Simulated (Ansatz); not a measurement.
```yaml
crystal:
  lattice:
    - [-1.59250, 2.75828, 0.00000]
    - [3.18499, 0.00000, 0.00000]
    - [0.00000, 0.00001, -19.48891]
  atoms:
    - { symbol: Mo, position: [0.00000, 0.00000, 0.99989] }
    - { symbol: Mo, position: [0.33333, 0.66667, 0.66656] }
    - { symbol: Mo, position: [0.66667, 0.33333, 0.33323] }
    - { symbol: S, position: [0.00000, 0.00000, 0.74621] }
    - { symbol: S, position: [0.33333, 0.66667, 0.41287] }
    - { symbol: S, position: [0.66667, 0.33333, 0.07954] }
    - { symbol: S, position: [0.66667, 0.33333, 0.92023] }
    - { symbol: S, position: [0.00000, 0.00000, 0.58690] }
    - { symbol: S, position: [0.33333, 0.66667, 0.25357] }
```

Space group R3m; computed without spin polarisation.

Level of theory: Ansatz 0.2.0, DFT, PAW plane waves, r2SCAN.

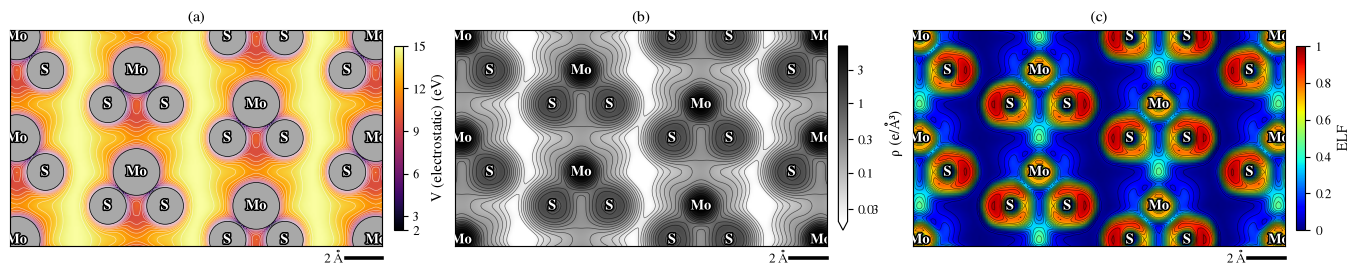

MoS2. (a) electrostatic potential energy of an electron; (b) valence pseudo-density; (c) electron localisation function on the (110) plane of the conventional cell. Grey discs cover the atomic cores in the potential map.

What do the fields say about this system?

The plane passes through Mo and S nuclei.
Mo–S (2.41 Å): ρ is about 0.61 e/Å³ halfway; the ELF peaks at about 0.85 in the valence shell of S, 0.8 Å from its nucleus, and is about 0.45 at the midpoint.
Between the atoms the lowest density in this plane is 0.009 e/Å³.
The features right at Mo lie inside the PAW spheres, where the map follows smoothed inner orbitals and isn't to be read closely.
Outside the cores the potential energy rises away from the atoms and is highest about 1.9 Å from the nearest atoms; its zero is arbitrary.
